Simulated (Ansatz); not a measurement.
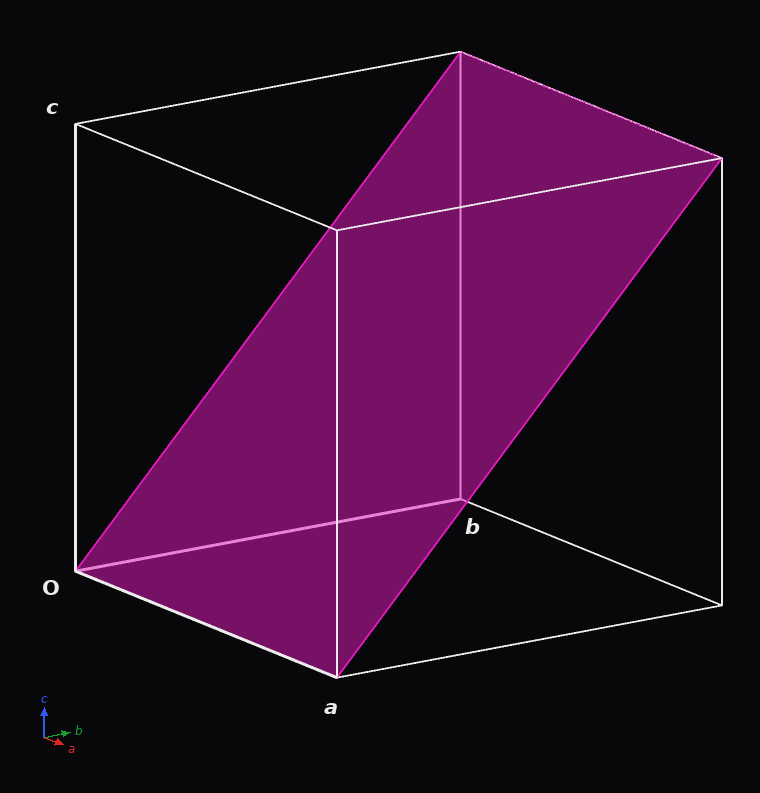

For WSe2, the end point of a relaxation with Ansatz 0.2.0, DFT, PBEsol, plane waves, PAW; the starting structure was generated, so it need not be a known form of this composition: every member of one family of equally spaced planes, hx + ky + lz = a whole number, that cuts the unit cell is shaded (one member passes through the origin O). The drawing is computed from the coordinates (standard cell, symmetry found to 0.002 Å).

a = 6.131 Å, b = 6.131 Å, c = 6.131 Å, α = 90.00°, β = 90.00°, γ = 90.00°.

Q: Index the planes.

A: (0 1 −1); the opposite sign names the same planes. The member next to the origin meets the axes a never, b at 1, c at −1.

Q: What is the spacing?

A: d = 4.335 Å.

Q: The space group is Fm-3m (No. 225). How many reflections hkl are equivalent to this one (itself included), and does it occur?

A: 12 reflections are equivalent in the Laue class m-3m. The reflection is systematically absent, by the centring.
